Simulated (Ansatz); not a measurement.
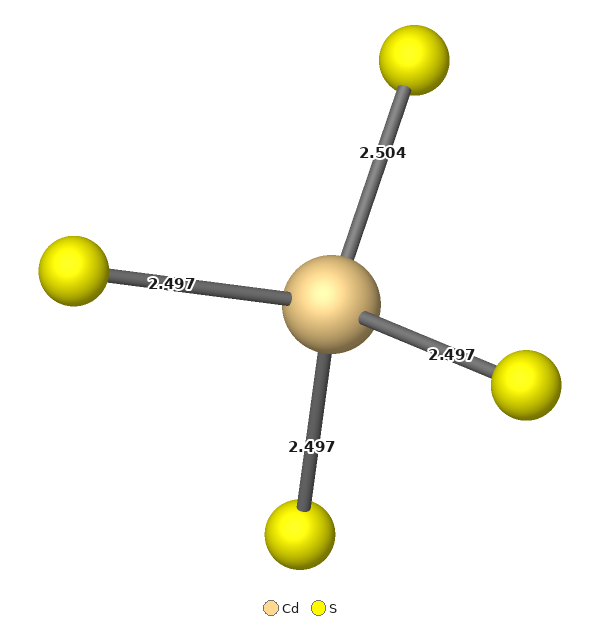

The surroundings of site Cd1 (at 0.667, 0.333, 0.329) in CdS (R3m), with bond lengths in Å.

The cell is taken from the end point of a relaxation (final pressure about 1.9 GPa) with DFT PBEsol, scalar-relativistic, plane waves, PAW (Ansatz).

```
CELL_PARAMETERS angstrom
4.00100 0.00000 0.00000
-2.00050 3.46497 0.00000
0.00000 0.00000 10.35678
ATOMIC_POSITIONS crystal
Cd 0.66667 0.33333 0.32920
S 0.66667 0.33333 0.08747
Cd 0.33333 0.66667 0.66253
S 0.33333 0.66667 0.42080
Cd 0.00000 0.00000 0.99586
S 0.00000 0.00000 0.75414
```

Bond valence s = exp((R0 − d)/b), R0 fitted to published crystal structures with b = 0.37 Å; R0 in Å: Cd2+–S 2.282.

**Calculate the bond-valence sum of Cd1 from the bonds drawn.**

3 × 0.559 + 1 × 0.549 = 2.23 v.u., against a formal valence of 2: overbonded (bonds short for this ion) by 0.23.

**And over the whole structure?**

| site | x, y, z | formal valence | bond-valence sum | difference |
| --- | --- | --- | --- | --- |
| Cd1 | 0.667, 0.333, 0.329 | +2 | 2.24 | 0.24 |
| S1 | 0.667, 0.333, 0.087 | −2 | 2.24 | 0.24 |

These sums include all anions within 5 Å. The global instability index (root mean square of the differences over all atoms) is 0.24 v.u.: above 0.2, which by the usual rule of thumb marks a strained structure.
